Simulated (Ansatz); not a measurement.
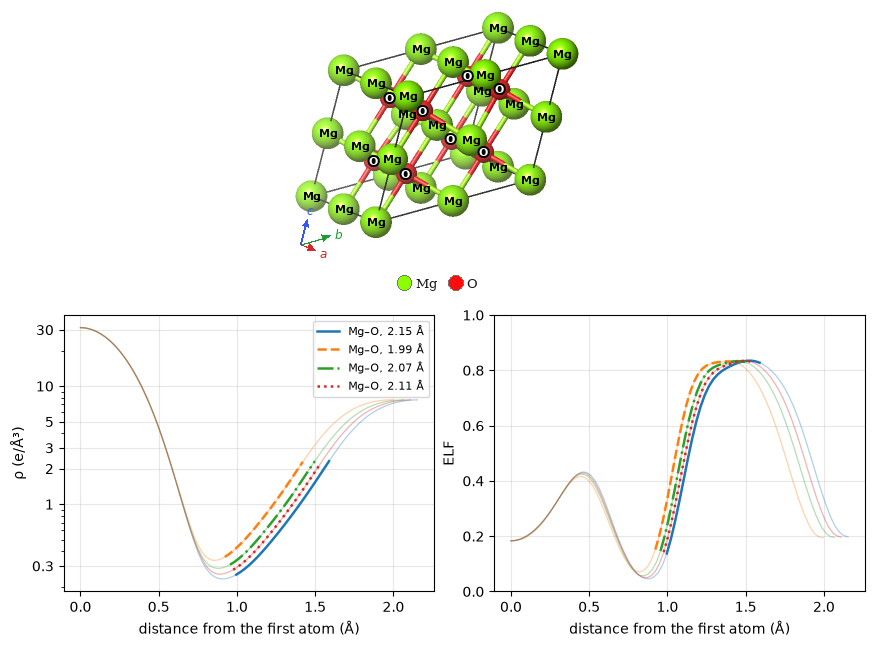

Figure. MgO. Valence charge density (pseudo) and electron localisation function along straight lines between neighbouring atoms. Thin, pale parts lie inside the atomic spheres. The structure is drawn too.

Space group P1; changed on purpose from its base cell (atom 3 moved 0.15 A); not relaxed (largest force 1.6 eV/Å).

Computed with Ansatz, DFT PBE, scalar-relativistic, plane waves, PAW.

The density is the valence pseudo-density of a PAW calculation; it isn't the true density close to the nuclei.

### What can be read from the curves?

Mg–O (2.15 Å): the density is about 0.3 e/Å³ at the midpoint; the ELF peaks at about 0.85 in the valence shell of O, 0.6 Å from its nucleus, and is about 0.35 at the midpoint (a closed-shell, largely ionic contact).
Mg–O (1.99 Å): the density is about 0.43 e/Å³ at the midpoint; the ELF peaks at about 0.85 in the valence shell of O, 0.6 Å from its nucleus, and is about 0.35 at the midpoint (an ionic contact with no shared pair).
Mg–O (2.07 Å): ρ at the midpoint is about 0.37 e/Å³; the ELF peaks at about 0.85 in the valence shell of O, 0.6 Å from its nucleus, and is about 0.35 at the midpoint (an ionic contact with no shared pair).
Mg–O (2.11 Å): the density is about 0.33 e/Å³ at the midpoint; the ELF peaks at about 0.85 in the valence shell of O, 0.6 Å from its nucleus, and is about 0.35 at the midpoint (a closed-shell, largely ionic contact).
